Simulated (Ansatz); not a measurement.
# Electron scattering at the Σ5 (210) boundary in fcc Ag with C (interstitial), part 2 of 2

How much does the Σ5 (210) boundary in fcc Ag with C (interstitial) reflect electrons?

Ansatz 0.2.0; Ansatz plane-wave DFT, PBE, PAW files; relaxation of a bicrystal slab with its lowest layers held; PAW set soft_1 (the session's first sound run).

So far. Step 2 (Relaxing the bicrystal): The largest force component on a free atom ends at 0.0055 eV/Å, under the tolerance of 0.03, after 14 steps.

## 3. Transmission across the boundary

This step: Ansatz plane-wave DFT, PBE, PAW files; ballistic transport by layer matching (Landauer), zero bias; boundary relaxed in a short slab, bulk layers laid on; PAW set soft_1 (Ansatz 0.2.0).

System of this step: Σ5 (210) boundary in fcc Ag with C (interstitial). The cell holds 48 atoms: 47 Ag and 1 C. Cell: a = 5.005 Å, b = 4.086 Å, c = 51.151 Å, α = 90.0°, β = 90.0°, γ = 65.9°. It derives from Ag. Regions: lower grain, 19 atoms (19 Ag); boundary, 14 atoms (13 Ag and 1 C); upper grain, 15 atoms (15 Ag). Vacuum lies along c.

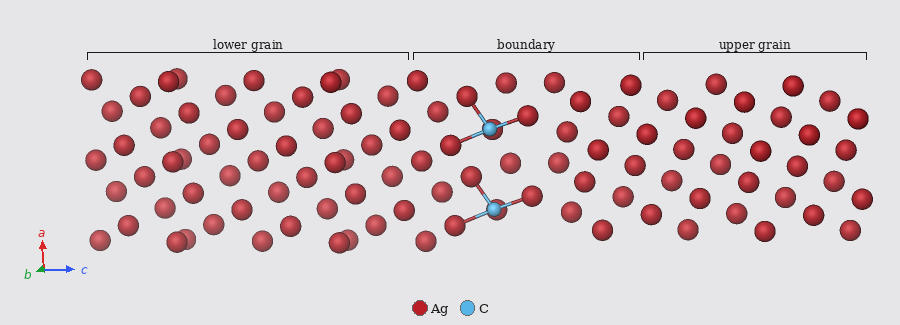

The cell of this step (silver red, carbon blue). Bonds to atoms that aren't drawn are left out. 2×1×1 cells are drawn. Some periodic images of atoms are drawn too.

File input.yaml:

```yaml
crystal:
  lattice:
    - [5.0045524935, 0.0, 0.0]
    - [1.6681841645, 3.7301731908, 0.0]
    - [0.0, 0.0, 51.1508711493]
  atoms:
    - { symbol: Ag, position: [-14.9999999996, 7.4999999997, 0.0782000367] }
    - { symbol: Ag, position: [-14.3999999997, 7.1999999998, 0.0960629211] }
    - { symbol: Ag, position: [-13.7999999997, 6.8999999998, 0.1139258054] }
    - { symbol: Ag, position: [-13.1999999997, 6.5999999998, 0.1317886898] }
    - { symbol: Ag, position: [-12.5999999997, 6.2999999998, 0.1496515742] }
    - { symbol: Ag, position: [-11.9999999997, 5.9999999998, 0.1675144586] }
    - { symbol: Ag, position: [-11.3999999997, 5.6999999998, 0.1853773429] }
    - { symbol: Ag, position: [-10.7999999997, 5.3999999998, 0.2032402273] }
    - { symbol: Ag, position: [-10.1999999998, 5.0999999998, 0.2211031117] }
    - { symbol: Ag, position: [-9.5999999998, 4.7999999998, 0.238965996] }
    - { symbol: Ag, position: [-8.9999999998, 4.4999999999, 0.2568288804] }
    - { symbol: Ag, position: [-8.3999999998, 4.1999999999, 0.2746917648] }
    - { symbol: Ag, position: [-7.7999999998, 3.8999999999, 0.2925546492] }
    - { symbol: Ag, position: [-7.1999999998, 3.5999999999, 0.3104175335] }
    - { symbol: Ag, position: [-6.5999999998, 3.2999999999, 0.3282804179] }
    - { symbol: Ag, position: [-5.9999999998, 2.9999999999, 0.3461433023] }
    - { symbol: Ag, position: [-5.3999999999, 2.6999999999, 0.3640061867] }
    - { symbol: Ag, position: [-4.7999999999, 2.3999999999, 0.381869071] }
    - { symbol: Ag, position: [-4.1999999999, 2.0999999999, 0.3997319554] }
    - { symbol: Ag, position: [0.4000000001, 0.7999999999, 0.4175948398] }
    - { symbol: Ag, position: [0.006335682, 0.496832159, 0.4367791702] }
    - { symbol: Ag, position: [0.611114864, 0.194442568, 0.4546138635] }
    - { symbol: Ag, position: [0.2166179504, 0.8916910248, 0.4733607695] }
    - { symbol: Ag, position: [0.8176224287, 0.5911887856, 0.4914085882] }
    - { symbol: Ag, position: [0.3970436828, 0.3014781586, 0.5147263123] }
    - { symbol: Ag, position: [-0.0332312479, 0.016615624, 0.5298901252] }
    - { symbol: C, position: [0.4180143371, 0.7909928315, 0.5165695377] }
    - { symbol: Ag, position: [0.5824143645, 0.7087928178, 0.5583486692] }
    - { symbol: Ag, position: [-0.0253278418, 1.0126639209, 0.5828818518] }
    - { symbol: Ag, position: [0.3716646976, 0.3141676512, 0.5969560584] }
    - { symbol: Ag, position: [-0.2398005189, 0.6199002594, 0.6162955568] }
    - { symbol: Ag, position: [0.1680870102, 0.9159564949, 0.6358205758] }
    - { symbol: Ag, position: [0.5628985392, 0.2185507304, 0.6538566977] }
    - { symbol: Ag, position: [-5.0371014608, 2.5185507304, 0.6717195821] }
    - { symbol: Ag, position: [-5.6371014608, 2.8185507304, 0.6895824665] }
    - { symbol: Ag, position: [-6.2371014608, 3.1185507304, 0.7074453508] }
    - { symbol: Ag, position: [-6.8371014608, 3.4185507304, 0.7253082352] }
    - { symbol: Ag, position: [-7.4371014608, 3.7185507304, 0.7431711196] }
    - { symbol: Ag, position: [-8.0371014608, 4.0185507304, 0.761034004] }
    - { symbol: Ag, position: [-8.6371014607, 4.3185507303, 0.7788968883] }
    - { symbol: Ag, position: [-9.2371014607, 4.6185507303, 0.7967597727] }
    - { symbol: Ag, position: [-9.8371014607, 4.9185507303, 0.8146226571] }
    - { symbol: Ag, position: [-10.4371014607, 5.2185507303, 0.8324855414] }
    - { symbol: Ag, position: [-11.0371014607, 5.5185507303, 0.8503484258] }
    - { symbol: Ag, position: [-11.6371014607, 5.8185507303, 0.8682113102] }
    - { symbol: Ag, position: [-12.2371014607, 6.1185507303, 0.8860741946] }
    - { symbol: Ag, position: [-12.8371014607, 6.4185507303, 0.9039370789] }
    - { symbol: Ag, position: [-13.4371014606, 6.7185507303, 0.9217999633] }
kpoints:
  mp_grid: { grid: [7, 7, 1] }
hamiltonian:
  xc: pbe
  pseudopotentials: { kind: paw, azcp: { folder: soft_1 } }
scf:
  occupations: { method: fermi_dirac, width: 0.1 }
output:
  transmission:
    leads: [[10, 11], [39, 40]]
    kmesh: [18, 18]
    e_range: [-0.1, 0.1]
    de: 0.05
  write_potential: true
  write_density: true
  volumetric_format: npy
  elf: true
```

Command:

```bash
ansatz run input.yaml --threads 4 --pin off --max-ram 15360MiB --backend cpu --events-out ev --progress --plain --runs-dir out
```

Numbers of over 12 decimals in the logs are rounded to 6 here.

What it wrote:

```text
[...]
Crystal: 48 atoms, lattice volume = 954.877 Å³
Basis set: ecut = 420 eV, 18703 PW (Γ)
Bands: 539, of which v1, the nominal top of the filled ones, is band 449 counted from 1 (448 counted from 0)
Symmetry: 2 space group operations
[...]
k-points: 16 of 49 (time reversal used)
[...]
SCF iter   1: F=—  HF=-357016.823066 eV  |F-HF|=—  |Δ(HF+E_count)|=         —  Δρ=6.86e-2  dr2=6.68e1  ethr=3.10e-3  ⟨swp⟩=5.0  Hψ=25777  notcnv=0  defer=860
[...]
SCF iter  10: F=-357003.308724 eV  HF=-357003.308724 eV  |F-HF|=3.14e-9  |Δ(HF+E_count)|=   1.27e-7  Δρ=1.88e-6  dr2=2.99e-8  ethr=1.11e-11  ⟨swp⟩=11.2  Hψ=37935  notcnv=0
SCF 1 converged in 10 iterations: F = -357003.308724 eV  dr2 = 2.99e-8
[...]
transmission: 360 of 3549 steps passed
transmission: 718 of 3549 steps passed
[...]
transmission: 3549 of 3549 steps passed
WARN: The input density's exchange-correlation potential varies sharply where the density is thin. Do not read a vacuum level from v_tot or v_xc, or from such a field of the output density. On a cell that repeats whose density bears no net charge and no dipole along the vacuum's axis use v_es (v_loc + v_h of the components); under efield.dipole_correction with no amplitude use v_es + v_field, which holds any external [...]
SCF converged after 10 iterations
the last check of whether an eigenvalue changes by more than its tolerance under the output density was not made (no_room)
Free energy (F): -357003.308724 eV
[...]
Internal energy: -357002.889841 eV  (E = F + TS)
E sigma→0 (E₀):  -357003.099283 eV
Entropy (-TS):   -0.418883 eV (-8.727 meV/atom)
Fermi energy:    13.931066 eV
[...]
--- Band table (eV; the first three rows and the last of 16) ---
  k-point 0: bands = [... 445 lower, 15.4055, 15.5846, 15.6096, 15.7575, 15.7758, 15.8313, 15.9426, 16.0210, ... 86 higher]
  k-point 1: bands = [... 445 lower, 15.2456, 15.2825, 15.3545, 15.4394, 15.5061, 15.7101, 15.7582, 15.9608, ... 86 higher]
  k-point 2: bands = [... 445 lower, 14.6170, 14.6320, 14.6564, 14.7635, 14.7944, 14.9237, 14.9706, 15.0302, ... 86 higher]
  k-point 15: bands = [... 445 lower, 12.5813, 12.7082, 12.8965, 13.3012, 13.4502, 13.6072, 13.8423, 14.2126, ... 86 higher]
--- Transmission ---
  basis      : 165 plane waves across, 39 finite elements along
  points     : 91, standing for a mesh of 18 x 18
  energies   : 5 from -0.100000 to 0.100000 eV about the Fermi level, 0.050000 eV apart; the leads are filled to 0.000000 eV, and channels, transmission and decay are at 0.000000 eV
  crystal 0  : Ag3, at the sites [10, 11], period 2.7411 Å, over 18.27 Å; its Hamiltonian steps by up to 16.3 meV
    offset         : up to 0.0000 Å between an atom of the period and one for which it stands
    channels       : 2.126543e0 a spin
    conductance    : none, the energies end too early or step too widely for 300 K: set another output.transmission.e_range or a lower de, or, where they end at an eighth of basis.ecutwfc, a higher one
    slowest decay  : 0.0003 /Å at (0.0556, 0.1667)
[...]
channels       : 2.126543e0 a spin
[...]
slowest decay  : 0.0001 /Å at (0.0556, 0.1667)
  junction   : crystal 0 to crystal 1, 13.84 to 38.71 Å
    transmission   : 1.084998e0 a spin
[...]
```

Run time: 17 min. Hardware: 4 threads of Arm Neoverse V2, shared host; peak memory 11 GiB.

In the SCF lines HF is the Harris–Foulkes energy and dr2 the Hartree energy of the density residual, in eV; the loop may stop once dr2 is under the threshold and the program's other checks hold. Hψ counts applications of the Hamiltonian.

This step gave:

```
free energy                                    : -357003.3087 eV
energy at zero smearing                        : -357003.0993 eV
Fermi energy                                   : 13.93 eV
cell area                                      : 18.67 Å²
transmission per spin nearest the Fermi level  : 1.085
open channels per spin nearest the Fermi level : 2.127
open channels per spin, upper lead             : 2.127
step of the lead's potential                   : 16.3 meV
step of the upper lead's potential             : 13.3 meV
```

Per spin. Transmission, zone mean against energy, zero at the Fermi level:

```csv
energy (eV),"transmission, zone mean"
-0.1000,1.11
-0.0500,1.10
0.0000,1.08
0.0500,1.11
0.1000,1.10
```

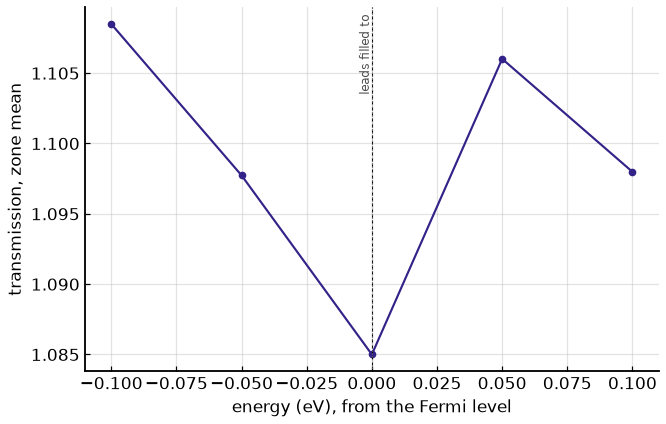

Transmission, zone mean against energy.

Per spin. Open channels, zone mean against energy, zero at the Fermi level:

| energy (eV) | lead | upper lead |
| --- | --- | --- |
| -0.1000 | 2.13 | 2.13 |
| -0.0500 | 2.15 | 2.14 |
| 0.0000 | 2.13 | 2.13 |
| 0.0500 | 2.16 | 2.16 |
| 0.1000 | 2.15 | 2.15 |

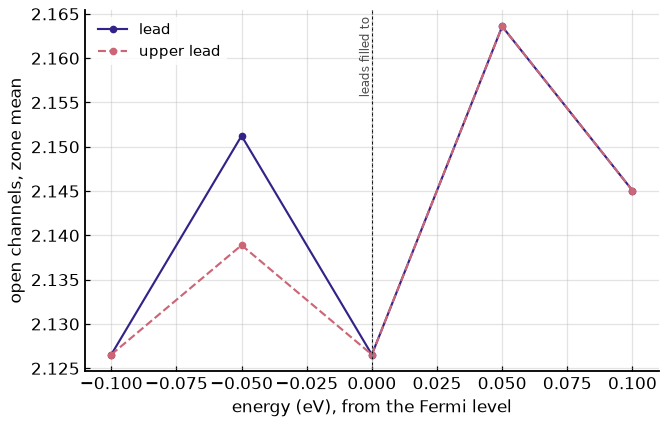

Open channels, zone mean, plotted against energy.

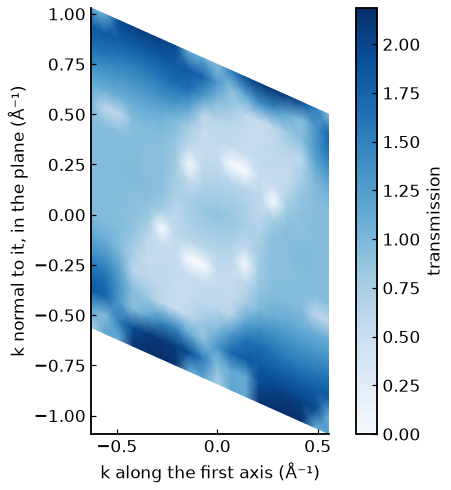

Transmission over k1 and k2. At 0.0000 eV from the Fermi level.

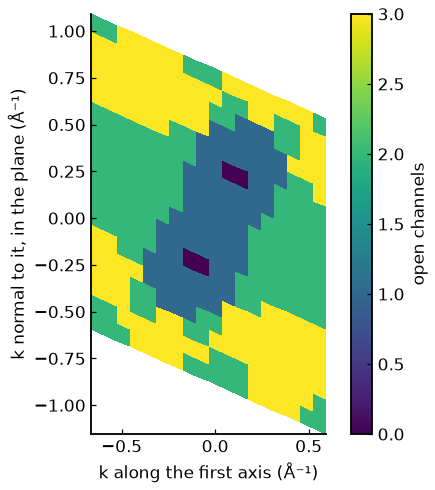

Open channels over k1 and k2. At 0.0000 eV from the Fermi level.

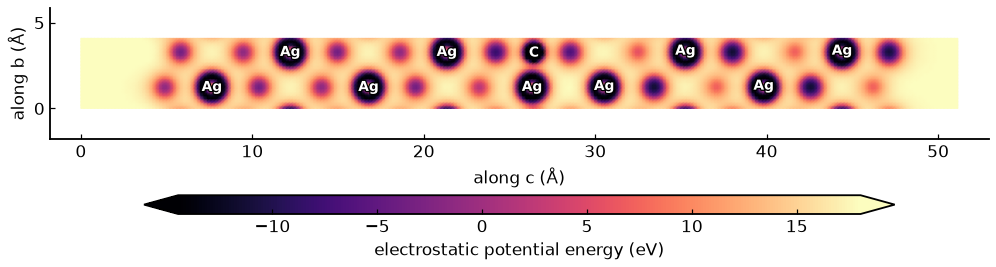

Electrostatic potential energy in the cb plane at fractional x = 0.397, with atoms of Ag and C within 0.2 Å of it. With pseudopotentials it is smooth inside the atoms' cores, unlike the true potential.

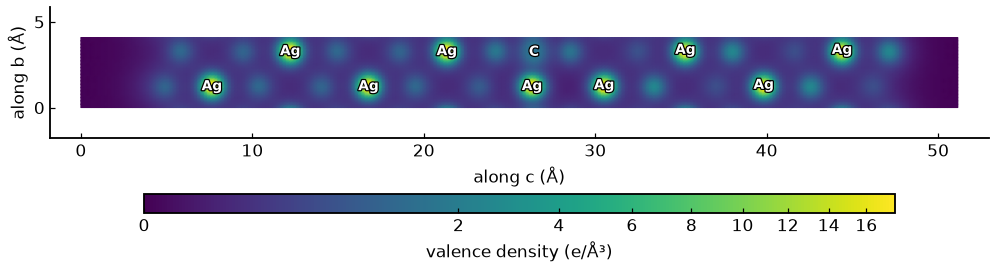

Valence density in the cb plane at fractional x = 0.397, with atoms of Ag and C within 0.2 Å of it. It is the smooth field of the valence electrons, not physical close to the nuclei. The colour scale is stretched toward low values.

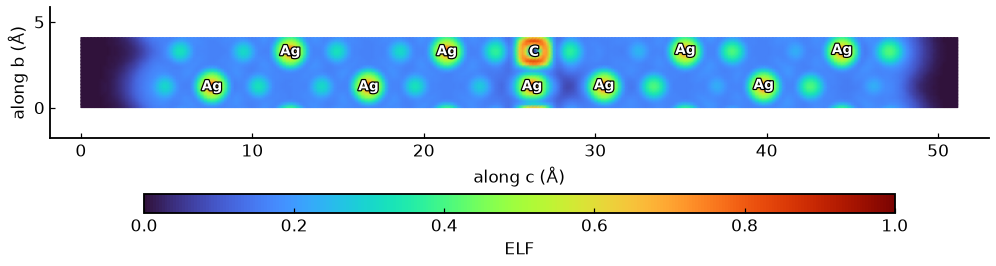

ELF in the cb plane at fractional x = 0.397, with atoms of Ag and C within 0.2 Å of it. It is the smooth field of the valence electrons, not physical close to the nuclei.

Over the solved energies the transmission per spin lies between 1.08 and 1.11, out of 2.14 channels of the lead on average (up to 2.16).

## 4. Specific resistance

This step: Ansatz plane-wave DFT, PBE, PAW files; ballistic transport by layer matching (Landauer), zero bias; specific resistance of the boundary; PAW set soft_1 (Ansatz 0.2.0).

Numbers from this step:

```yaml
area_resistance: 1.067 fΩ m²
t_over_the_leads_mean_channel_count: 0.5132
```

Averaged over the energies near the Fermi level, 51.3 % of the channels pass, which makes 1.07 fΩ m².

By hand, with T and the leads' channels N averaged over the energies near the Fermi level: RA = A (h/2e²)(1/T − ½[1/N₁ + 1/N₂]) = 18.67×10⁻²⁰ m² × 12 906 Ω × (1/1.099 − ½[1/2.143 + 1/2.140]) = 1.07 fΩ m².

## 5. What came out

```yaml
specific_resistance_of_the_boundary: 1.07 fΩ m²
share_of_channels_that_pass: 0.513
```

In words: The boundary has a specific resistance of 1.1 fΩ m². The boundary reflects 49 % of the channels; 1.1 fΩ m² is 11×10⁻¹² Ω·cm². That equals the resistance of 66 nm of bulk Ag at 300 K (measured 1.629 µΩ cm, CRC Handbook of Chemistry and Physics, 84th ed., 2003, Electrical Resistivity of Pure Metals). One C in 18.7 Å² of boundary is a high coverage. In the relaxation the upper grain slid sideways by about 1.1 Å, so the result belongs to the position that it found, not to the starting one. One starting structure was relaxed; another shift or atom count at the boundary may lie lower.

[Logs are printed without paths, hosts, clocks, repeated set-up lines and the standing remarks that a program may print on its own settings, such as how far it seeks lower states.]

[Hosts, paths, dates, database ids (printed as entryN), source tags and the programs' standing remarks are cut or masked in the printed files.]
